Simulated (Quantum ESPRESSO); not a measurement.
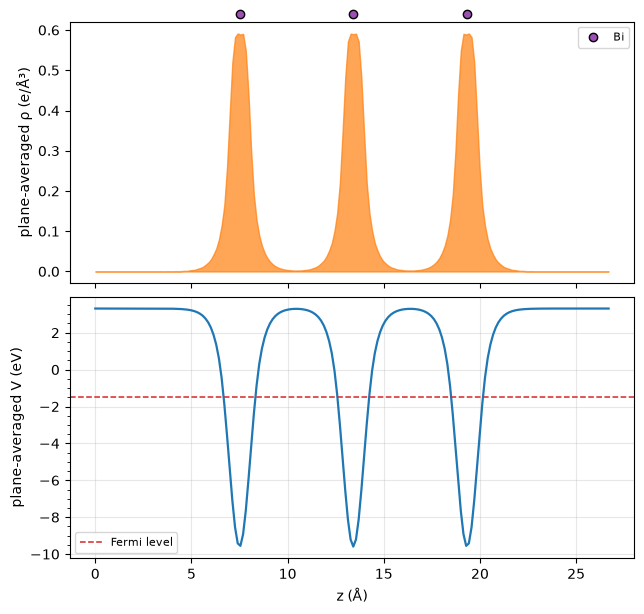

Figure. Bi (slab). Plane average of the electrostatic potential (local pseudopotential plus Hartree) felt by an electron and of the valence electron density across the slab. Circles mark the heights of the atoms.

All numbers below come from Kohn-Sham DFT of a periodic cell, PBE, PseudoDojo 0.4.1 SR PBE standard (Quantum ESPRESSO 7.5).

In a pseudopotential calculation such maps are meaningful between the atoms, not at the nuclei.

**How far above the Fermi level of the calculation is the vacuum level?**

4.8 eV.

**What are the slab's thickness and the vacuum gap?**

The outermost nuclei are 11.8 Å apart, in 3 atomic planes; the vacuum between periodic images is 15.0 Å wide.
